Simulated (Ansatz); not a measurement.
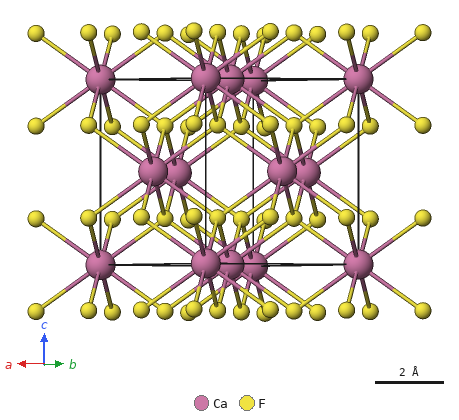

This is a symmetric starting cell of CaF$_{2}$. Style: ball-and-stick. Shown: the conventional cell (4 times the calculation's cell), from a free direction. Lengths and directions refer to the drawn axes.

All numbers below come from DFT PBE, scalar-relativistic, plane waves, PAW in Ansatz 0.2.0. Set-up: plane-wave cutoff 420 eV; k-point mesh 8 × 8 × 8; occupations gaussian; smearing width 0.02 eV; no spin polarisation.

Now this is done to it. All lengths are scaled by −2.0 % (volume −6.0 %), the atoms keeping their fractional coordinates. No relaxation follows. The starting cell wasn't computed here and needn't be at equilibrium, so pressure and forces aren't due to the change alone.

The input:
```yaml
crystal:
  lattice:
    - [0.0, 2.67542325, 2.67542325]
    - [2.67542325, 0.0, 2.67542325]
    - [2.67542325, 2.67542325, 0.0]
  atoms:
    - { symbol: Ca, position: [0.0, 0.0, 0.0] }
    - { symbol: F, position: [0.25, 0.25, 0.25] }
    - { symbol: F, position: [0.75, 0.75, 0.75] }
basis:
  ecutwfc: 420
kpoints:
  mp_grid: { grid: [8, 8, 8] }
hamiltonian:
  xc: pbe
scf:
  occupations: { method: gaussian, width: 0.02 }
output:
  forces: true
  stress: true
  eigenvalues: true
```

Run as
```bash
ansatz run input.yaml --threads 1 --pin off --max-ram 1331MiB --backend cpu --events-out ev --progress --plain --runs-dir out
```

Question: Predict the response.

Answer: The pressure is 8.4 GPa (not all of it need come from the change, since the unchanged cell can be under pressure at this level too). All forces vanish by symmetry. Among the bonded contacts that change: Ca–F 2.365 → 2.317 Å. The space group stays Fm-3m (No. 225).

Drawn alike, the variant:

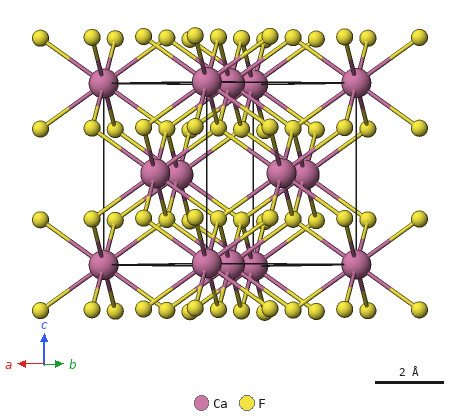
